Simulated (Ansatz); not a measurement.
System: Bi2Te3, space group R-3m (No. 166), 5 atoms in the cell.

```xyz
5
Lattice="2.2233 1.2836 10.7229 -2.2233 1.2836 10.7229 0.0000 -2.5672 10.7229" Properties=species:S:1:pos:R:3 pbc="T T T"
Bi    0.0000    0.0000   12.7776
Bi    0.0000    0.0000   19.3910
Te    0.0000    0.0000    0.0000
Te    0.0000    0.0000    6.9495
Te    0.0000    0.0000   25.2192
```

Computed with Ansatz 0.2.0: DFT PBE, scalar-relativistic, plane waves, PAW, no spin polarisation, 12×12×12 k mesh, 420 eV cutoff, Gaussian smearing of 0.02 eV.

What does the calculation give for the electronic structure? The path is Γ–T–H2|H0–L–Γ–S0|S2–F–Γ.

The bands leave a gap. The gap along this path is 0.55 eV and direct: both edges lie at Γ. The top valence level at Γ is a single band, not degenerate (spin aside). The top valence band spans 0.9 eV and the lowest conduction band 1.7 eV. The direct gaps are 2.30 eV at F, 1.41 eV at L and 1.07 eV at T.

Spin-orbit coupling is left out, which matters for Bi and Te.

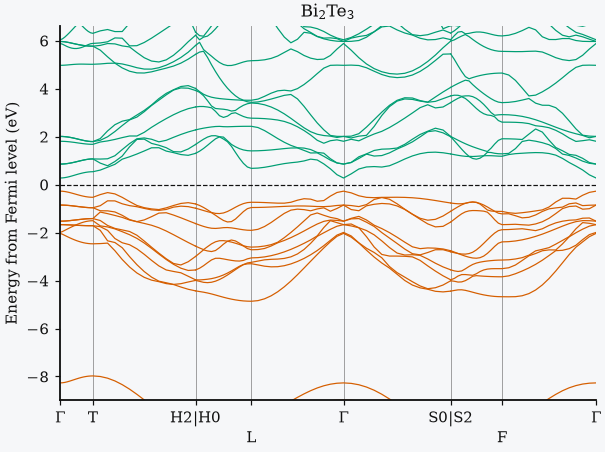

Band structure. Energies are counted from the Fermi level.
